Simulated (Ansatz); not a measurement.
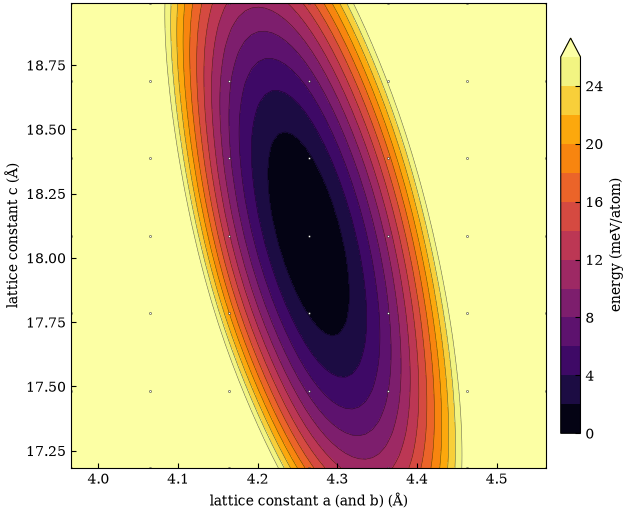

Ge2Sb2Te5 (P-3m1, No. 164; 9 atoms in the cell). The energy is mapped over the lattice constants a and c of the conventional cell. First axis: lattice constant a (and b). Second axis: lattice constant c. Nothing is relaxed (fractional coordinates fixed). The grid has 7 × 7 points. Energies: meV/atom, counted from the lowest grid point. The band gap closes in part of the range. All numbers below come from DFT PBE, scalar-relativistic, plane waves, PAW in Ansatz 0.2.0. Settings: cutoff 420 eV, k-mesh 9×9×2 in the order of the run's cell vectors, gaussian smearing 0.03 eV, no spin polarisation.

The picture shows filled contours, dots at the grid points, one colour for all values above the top of the scale. Between grid points the surface is interpolated.

Q: Estimate the position of the minimum and the force constants in these coordinates.

A: The interpolated minimum is at lattice constant a (and b) ≈ 4.264 Å, lattice constant c ≈ 18.087 Å. The curvatures there are about 21 eV/Å² and 0.35 eV/Å², with a cross term of about 1.6 eV/Å² (per cell of 9 atoms). Round the minimum the valley is strongly tilted: raising lattice constant a (and b) shifts the best value of lattice constant c downwards (coupling k₁₂/√(k₁₁k₂₂) about 0.6).

PAW datasets: the set soft_1.
